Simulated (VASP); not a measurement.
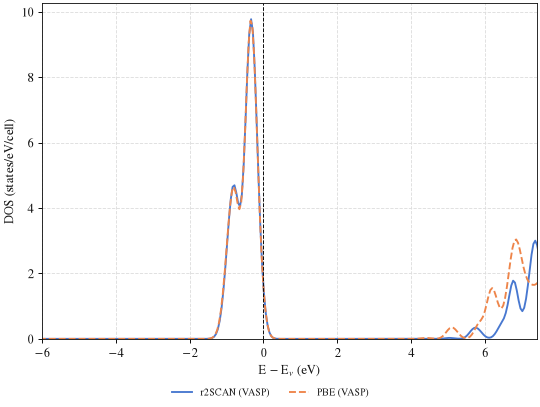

Total densities of states of KBr, space group I4/mmm (No. 139), 2 atoms in the cell, rocksalt type, uniaxial (x) strain +1.0%, by two methods on the same cell. The curves are built from the levels of the k mesh with Gaussians 0.3 eV wide, which also blur the band edges. Each is counted from its own valence-band top.

Q: How do the methods compare?

A: r2SCAN (VASP) gives a gap of 5.04 eV and PBE (VASP) gives a gap of 4.40 eV.

Settings. r2SCAN (VASP): DFT, r2SCAN, plane waves, PAW, 6×6×6 k mesh, 520 eV cutoff (VASP). PBE (VASP): DFT, PBE, plane waves, PAW, 6×6×6 k mesh, 520 eV cutoff (VASP 6.6.1).
